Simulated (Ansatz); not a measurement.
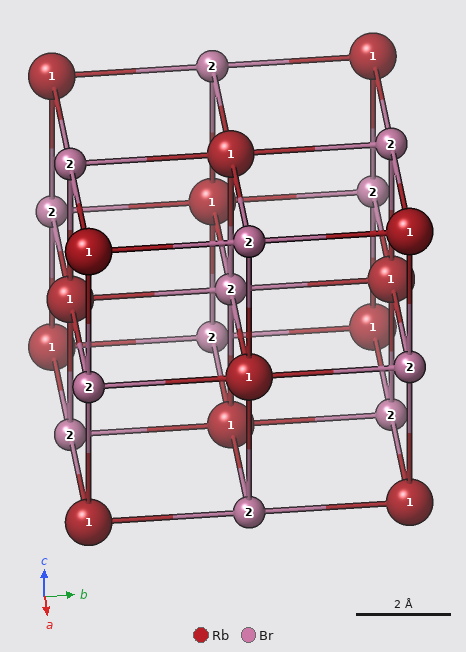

This is solid RbBr (built on the rocksalt type) at its r2SCAN-relaxed geometry. The picture is a ball-and-stick view of the conventional cell (4 times the calculation's cell), seen from a free direction. Lengths and directions refer to the drawn axes.

Computed with DFT, r2SCAN, plane waves, PAW (Ansatz). Settings: plane-wave cutoff 500 eV; k-point mesh 6 × 6 × 6; occupations fixed; no spin polarisation.

Now this is done to it. The cell is strained by +1.2 % along [1 1 0], −1.2 % along [1 −1 0], none along the third axis (volume 0.0 %). The atoms were relaxed with r2SCAN under that strain, and this is a single point on that geometry.

Question: What does the calculation give for the changed structure?

Answer: The energy changes by less than 1 meV per atom. Pressure: 0.0 GPa before, 0.0 GPa after. The principal stresses (compression positive) are 0.1 GPa along [1 −1 0] and none across it. All forces vanish by symmetry. The space group (tolerance 0.01 Å) goes from Fm-3m (No. 225) to Immm (No. 71).
